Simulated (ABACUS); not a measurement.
**HgSe: 7 runs along one coordinate**

System: HgSe (F-43m, 2 atoms in the cell).
Method: Kohn-Sham DFT of a periodic cell, PBE, PseudoDojo NC SR 0.4.1 PBE standard, no spin polarisation (ABACUS 3.10.1).

The 7 runs differ only in the geometry, by an even scaling of the cell at fixed fractional positions. The structure derives from an entry of the Crystallography Open Database.

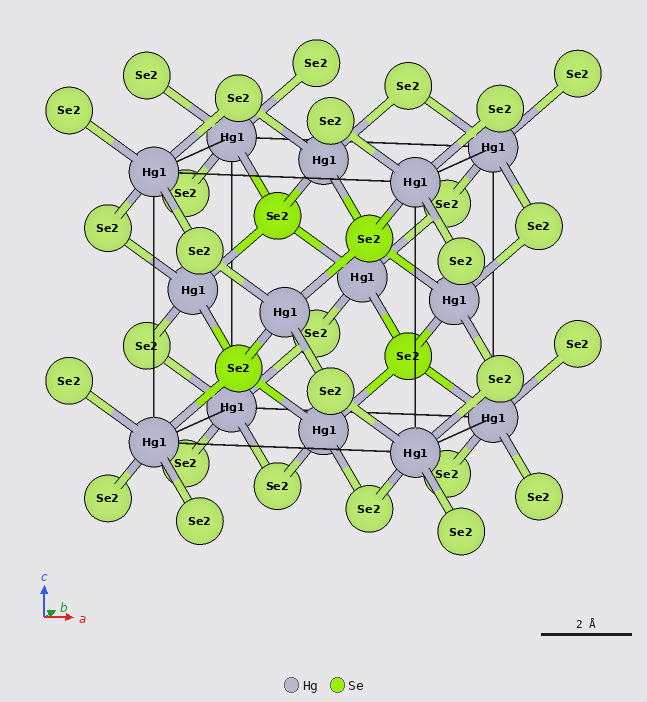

Figure 1. The structure of run 4 (ball-and-stick view of the cell 4 times as large as that of the calculation, set on its symmetry axes, seen slightly off an axis; neighbours outside the cell are drawn fainter; atoms are numbered from 1 in the order of the input).

## The input of run 4
```
INPUT_PARAMETERS
suffix              HgSe
calculation         scf
basis_type          pw
pseudo_dir          ./
symmetry            1
dft_functional      pbe
ecutwfc             87
pseudo_rcut         10
nspin               1
nbands              22
ks_solver           dav
smearing_method     fd
smearing_sigma      0.00367493
scf_thr             1e-08
scf_nmax            100
mixing_type         broyden
mixing_beta         0.7
cal_force           1
cal_stress          1
kpar                4
```

## File STRU of run 4
```
ATOMIC_SPECIES
Hg 200.5920 Hg.upf
Se 78.9710 Se.upf

LATTICE_CONSTANT
1.8897261246

LATTICE_VECTORS
0.0000000000 3.0390000000 3.0390000000
3.0390000000 0.0000000000 3.0390000000
3.0390000000 3.0390000000 0.0000000000

ATOMIC_POSITIONS
Direct

Hg
0.0
1
0.0000000000 0.0000000000 0.0000000000 1 1 1

Se
0.0
1
0.7500000000 0.7500000000 0.7500000000 1 1 1
```

## File KPT of run 4
```
K_POINTS
0
Gamma
8 8 8 0 0 0
```

Command:
```bash
OMP_NUM_THREADS=1 mpirun -np 4 abacus > log
```

Run 3 differs from it as follows:
```diff
-0.0000000000 3.0390000000 3.0390000000
-3.0390000000 0.0000000000 3.0390000000
-3.0390000000 3.0390000000 0.0000000000
+0.0000000000 3.0186034123 3.0186034123
+3.0186034123 0.0000000000 3.0186034123
+3.0186034123 3.0186034123 0.0000000000
```

## Results, with one run withheld

| run | volume per atom (Å³) | free energy per atom, from the lowest run given (meV) | pressure (GPa) |
| --- | --- | --- | --- |
| 1 | 26.383 | 102.08 | 9.26 |
| 2 | 26.944 | 72.68 | 7.54 |
| 3 | 27.505 | ? | ? |
| 4 | 28.067 | 30.37 | 4.63 |
| 5 | 28.628 | 16.31 | 3.40 |
| 6 | 29.189 | 6.33 | 2.30 |
| 7 | 29.751 | 0.00 | 1.31 |

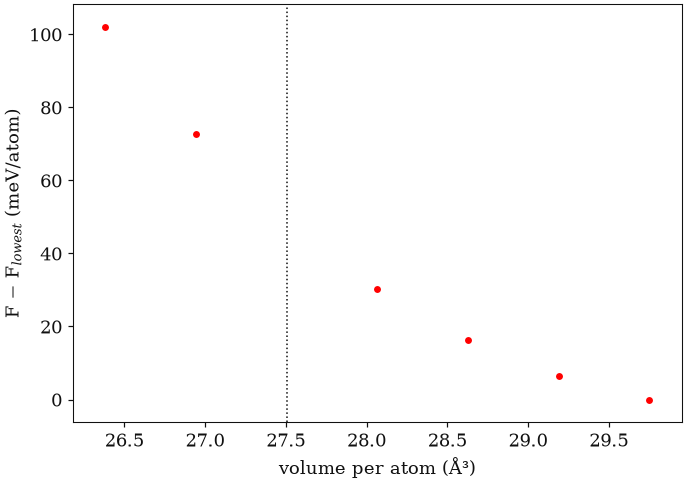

Figure 2. Free energy per atom of the runs given; the dotted line marks run 3.

What should run 3 give?

A cubic polynomial in V^(−2/3) (the Birch–Murnaghan form), fitted to the 6 runs given, misses them by at most 0.01 meV per atom. With x = V^(−2/3) − 0.10815 Å⁻², it reads F = 28.947 + 11010 x + 9.5998e+05 x² + 4.3114e+06 x³ (meV per atom). At run 3 it gives 48.99 meV per atom, and the run itself gives 48.98. The slope of the fit gives a pressure −dF/dV of 6.01 GPa there, and the run prints 6.00 GPa. The fit has no minimum inside this range.

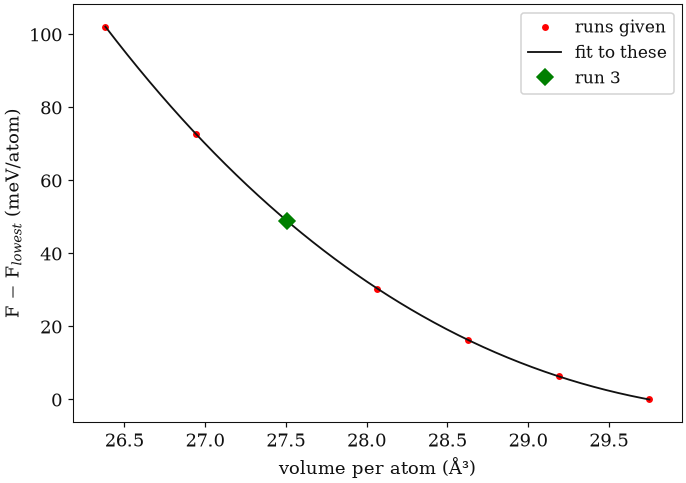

Figure 3. The fit and the withheld run.

## Some lines of the output (run 3)
```
[...]
                          Volume (Bohr^3) = 371.231
                             Volume (A^3) = 55.0108
 E_Fermi        0.6842601844         9.3098374226
 E_Fermi        0.7057485160         9.6022011724
 E_Fermi        0.7016410079         9.5463156575
 E_Fermi        0.7008102096         9.5350120676
 E_Fermi        0.7012711463         9.5412834332
 E_Fermi        0.7013223053         9.5419794866
 E_KS(sigma->0) -575.7363451359      -7833.2948395425
 E_Fermi        0.7013276442         9.5420521264
 final etot is -7833.2951318 eV
 EFERMI = 9.5420521264 eV
 TOTAL-PRESSURE: 60.036465 KBAR
 !FINAL_ETOT_IS -7833.2951318313489537 eV
```

Notes: Spin–orbit coupling is left out, which matters for Hg.
